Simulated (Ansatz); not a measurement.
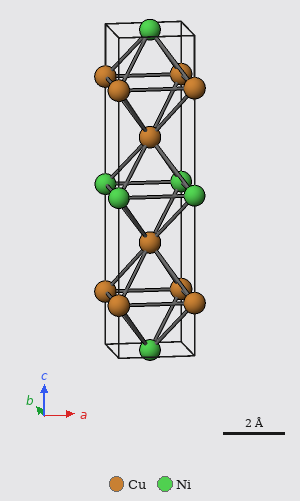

Phonons of crystalline Cu$_{2}$Ni (a generated structure), space group I4/mmm (No. 139), at the zone centre. Style: ball-and-stick. Shown: the conventional cell (2 times the calculation's cell), slightly off an axis. Lengths and directions refer to the drawn axes.

Theory: DFT PBE, scalar-relativistic, plane waves, PAW in Ansatz.

Input
```yaml
crystal:
  lattice:
    - [0.0, 1.794538084, 5.3823476688]
    - [1.7945432173, 0.0, 5.3823476688]
    - [1.7945432173, 1.794538084, 0.0]
  atoms:
    - { symbol: Cu, position: [0.1644672989, 0.1644672989, 0.8355327011] }
    - { symbol: Cu, position: [0.8355327011, 0.8355327011, 0.1644672989] }
    - { symbol: Ni, position: [0.5, 0.5, 0.5] }
basis:
  ecutwfc: 420
kpoints:
  mp_grid: { grid: [20, 20, 20] }
hamiltonian:
  xc: pbe
scf:
  occupations: { method: fermi_dirac, width: 0.15 }
output:
  eigenvalues: true
phonons:
  method: dfpt
  eigenvectors: true
```

Launched with:
```bash
ansatz run input.yaml --threads 4 --pin off --max-ram 8192MiB --backend cpu --events-out ev --progress --plain --runs-dir out
```

The frequencies depend somewhat on the k-mesh and the smearing.

Q: Give the spectrum at this point.

A: The calculation's cell holds 3 atoms, so there are 6 optical modes, in 4 levels. The optical modes span E_g + E_u + A₁g + A₂u. No level is unstable.

```csv
level,symmetry,frequency (cm⁻¹),activity
1,E_g,153,Raman-active
2,E_u,170,infrared-active
3,A₁g,223,Raman-active
4,A₂u,241,infrared-active
```

The crystal is a metal, so free carriers screen the infrared response.

The displacement patterns (one member of each degenerate set):

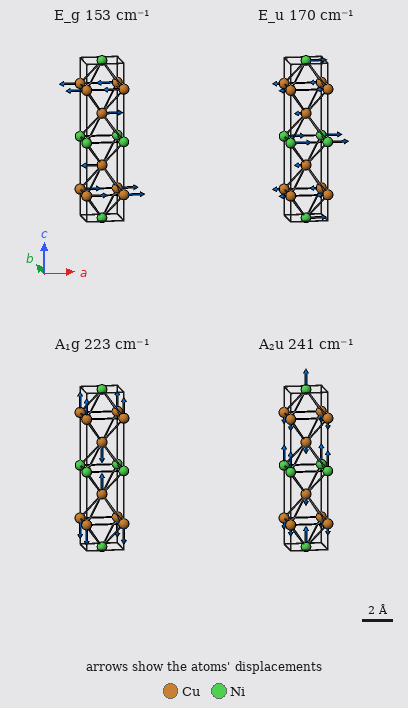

Limits of the set-up: an element that often carries a moment was run without spin polarisation.
